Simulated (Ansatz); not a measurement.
Consider WSe$_{2}$ (slab).

Input

```
crystal:
  lattice:
    - [3.279027557, 0.0, 0.0]
    - [-1.6395137785, 2.8397211641, 0.0]
    - [0.0, 0.0, 39.5516615569]
  atoms:
    - { symbol: Se, position: [0.3333333333, 0.6666666667, 0.2149087969] }
    - { symbol: W, position: [0.6666666667, 0.3333333333, 0.2574954368] }
    - { symbol: Se, position: [0.3333333333, 0.6666666667, 0.3000820767] }
    - { symbol: Se, position: [0.6666666667, 0.3333333333, 0.3765785057] }
    - { symbol: W, position: [0.3333333333, 0.6666666667, 0.4191651456] }
    - { symbol: Se, position: [0.6666666667, 0.3333333333, 0.4617517855] }
    - { symbol: Se, position: [0.3333333333, 0.6666666667, 0.5382482145] }
    - { symbol: W, position: [0.6666666667, 0.3333333333, 0.5808348544] }
    - { symbol: Se, position: [0.3333333333, 0.6666666667, 0.6234214943] }
    - { symbol: Se, position: [0.6666666667, 0.3333333333, 0.6999179233] }
    - { symbol: W, position: [0.3333333333, 0.6666666667, 0.7425045632] }
    - { symbol: Se, position: [0.6666666667, 0.3333333333, 0.7850912031] }
basis:
  ecutwfc: 420
kpoints:
  mp_grid: { grid: [9, 9, 1] }
hamiltonian:
  xc: pbe
  dispersion: d3bj
scf:
  occupations: { method: gaussian, width: 0.05 }
output:
  forces: true
  eigenvalues: true
  write_density: true
  write_potential: true
  elf: true
  volumetric_format: npy
relax:
  adjacent_minimum: "off"
  f_tol: 0.03
  max_steps: 70
  constraints: [{ sites: [0, 1, 2, 3, 4, 5] }]
efield:
  axis: 3
  dipole_correction: true
  ramp_width: 0.04
```

Launched as:

```sh
ansatz run input.yaml --threads 4 --pin off --max-ram 10240MiB --backend cpu --events-out ev --progress --plain --runs-dir out
```

The fields are those of the run's last geometry, not of the input's.

Theory: Ansatz, DFT PBE+D3(BJ), scalar-relativistic, plane waves, PAW.

Question: Predict the valence pseudo-density and electron localisation function between the atoms.

Answer: W–Se (2.53 Å): the density is about 0.55 e/Å³ at the midpoint; the ELF is about 0.55 at the midpoint.

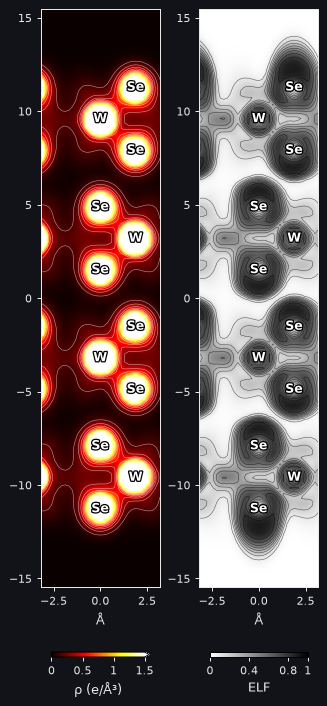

Computed valence pseudo-density and electron localisation function on the (110) plane of the calculation cell, a cut from vacuum to vacuum, in this order. 

In a PAW calculation such maps are meaningful between the atoms, not at the nuclei.
